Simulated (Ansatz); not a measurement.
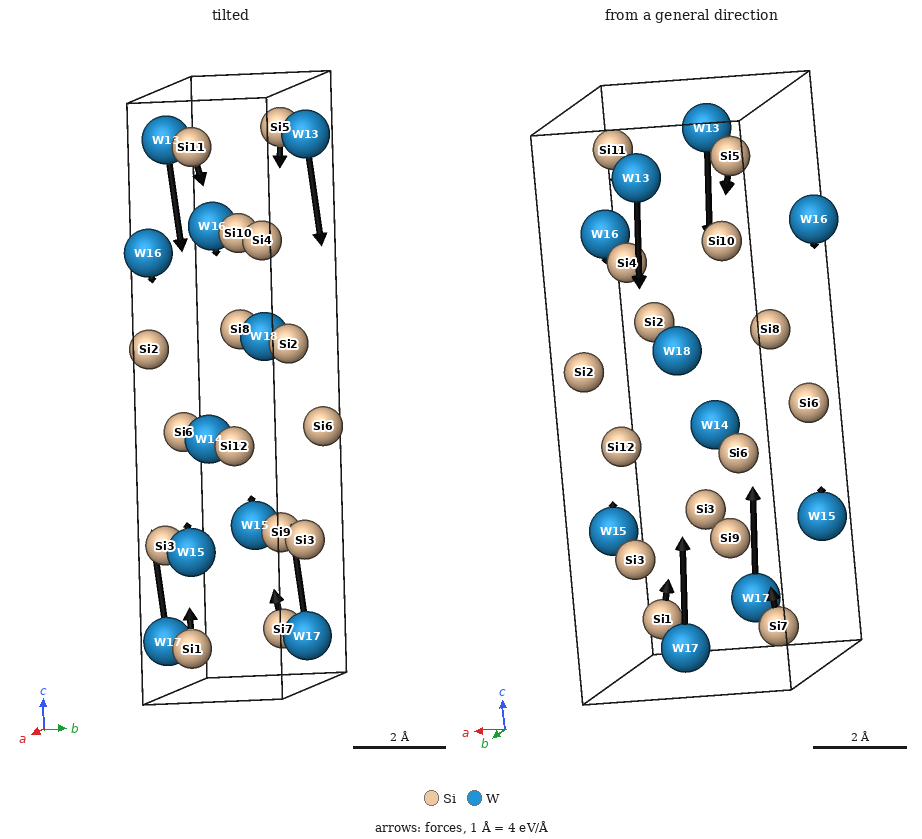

Spheres-only drawing of the structure, looking slightly off an axis and from a general direction. The edges of the simulation cell are marked. The arrows are the computed forces on the atoms.

System: Si$_{2}$W. Method: DFT PBEsol, scalar-relativistic, plane waves, PAW in Ansatz; E_cut = 420 eV, a 10×10×3 mesh of k-points, Gaussian smearing of 0.15 eV, no spin polarisation.

Question: Are the forces small enough to call this converged?

Answer: No. The atoms still feel forces of up to about 7.9 eV/Å, far above a usual threshold of 0.01 to 0.03 eV/Å.

Question: Name the atom under the greatest force.

Answer: W13 and W17, about 7.9 eV/Å.

The cell started as a structure listed in the Materials Project. The cell was then strained or its atoms displaced on purpose. A calculation with Ansatz used it as input.
